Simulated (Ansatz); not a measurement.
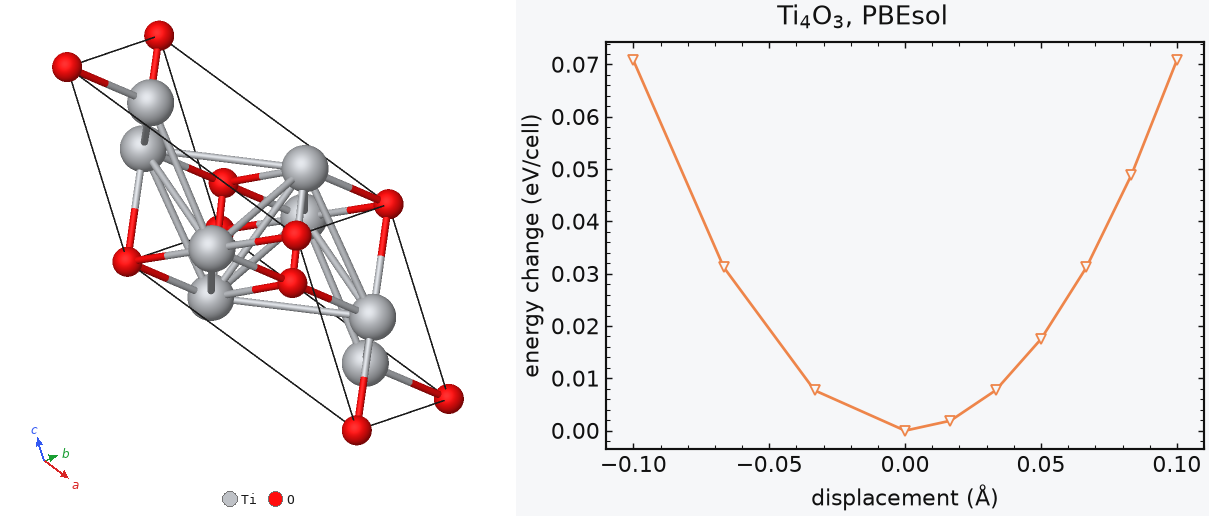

Plotted: energy change against displacement for Ti₄O₃, space group I4/mmm (No. 139). The cell is drawn beside the plot.

Starting cell:
```xyz
7
Lattice="-2.1059 2.1059 4.1040 2.1059 -2.1059 4.1040 2.1059 2.1059 -4.1040" Properties=species:S:1:pos:R:3 pbc="T T T"
Ti    2.1059    0.0000    0.0000
Ti    0.0000    0.0000    2.1331
Ti    0.0000    2.1059    0.0000
Ti    0.0000    0.0000    6.0749
O     0.0000    2.1059    2.0520
O     0.0000    0.0000    0.0000
O     2.1059    0.0000    2.0520
```

Calculation (Ansatz 0.2.0): one atom of a crystal moved along a line, all else fixed, by plane-wave density functional theory with PAW datasets, free energies less that of the undisturbed cell, pressure positive in compression; scalar-relativistic. Level: PBEsol, no spin polarisation.

| setting | value |
| --- | --- |
| wave cutoff | 420 eV |
| k mesh | 14×14×14 |
| occupations | Gaussian |
| smearing width | 0.15 eV |
| k shift | (0, 0, 0) (mesh steps) |
| start | relaxed |
| moved atom | 5 |
| direction | (0, 0, 1) (Cartesian unit vector) |

The points at displacement −0.0667, 0.0333 and 0.1 follow from computed ones by symmetry.

From this curve and the settings, what does the calculation give for the force along the direction (sum over moved atoms) and pressure at the same points?

The force along the direction (sum over moved atoms) falls from 1.44 eV/Å at displacement −0.1000 Å to −1.44 eV/Å at 0.1000 Å, and changes sign near 0.000 Å. The pressure goes from 0.586 GPa at displacement −0.1000 Å to 0.586 GPa at 0.1000 Å, not monotonically, with a low of 0.025 GPa at 0.0000 Å.

| displacement (Å) | force along the direction (sum over moved atoms) (eV/Å) | pressure (GPa) |
| --- | --- | --- |
| −0.1000 | 1.44 | 0.586 |
| −0.0667 | 0.94 | 0.274 |
| −0.0333 | 0.47 | 0.087 |
| 0.0000 | 0.00 | 0.025 |
| 0.0167 | −0.23 | 0.041 |
| 0.0333 | −0.47 | 0.087 |
| 0.0500 | −0.70 | 0.165 |
| 0.0667 | −0.94 | 0.274 |
| 0.0833 | −1.19 | 0.413 |
| 0.1000 | −1.44 | 0.586 |

Caveats: no spin polarisation, a magnetic state may lie lower.
